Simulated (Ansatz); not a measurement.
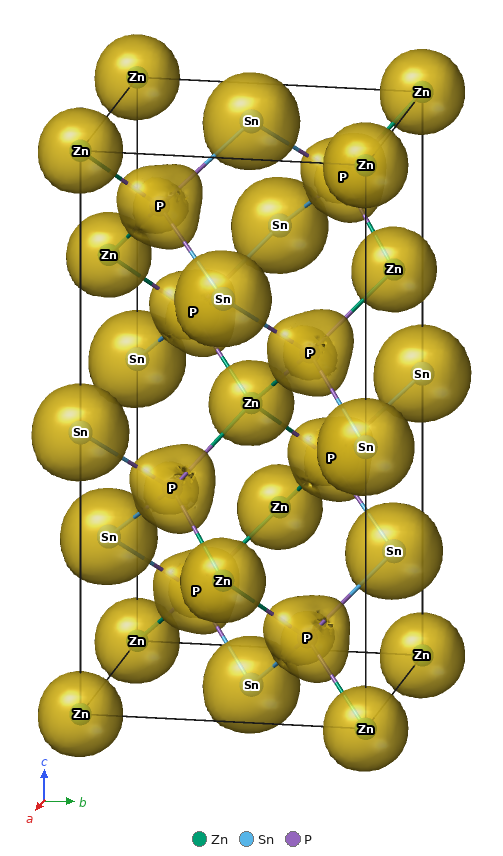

Figure. ZnSnP$_{2}$. Isosurface of the valence charge density (pseudo) at 0.6 e/Å³ (yellow), seen slightly off an axis. Sticks mark near contacts.

Space group I-42d; a structure from a database of computed crystals, not necessarily the ambient phase.

Theory: Ansatz 0.2.0, DFT PBE, scalar-relativistic, plane waves, PAW.

Which contacts does the surface bridge?

At this value the density breaks into separate islands; it holds about 60 % of the electrons treated as valence (semicore included). It bridges none of the near contacts. It is pinched off along the shortest Zn–P (2.40 Å) and Sn–P (2.55 Å) contacts. On the grid the lowest density along these lines, outside the cores, is 0.44 e/Å³ (Zn–P, 2.40 Å) and 0.49 e/Å³ (Sn–P, 2.55 Å).

Does the calculation give a band gap?

It is gapped, with a Kohn–Sham gap of 0.68 eV on the k-point mesh (the band edges may lie off the mesh, which would make the gap smaller).
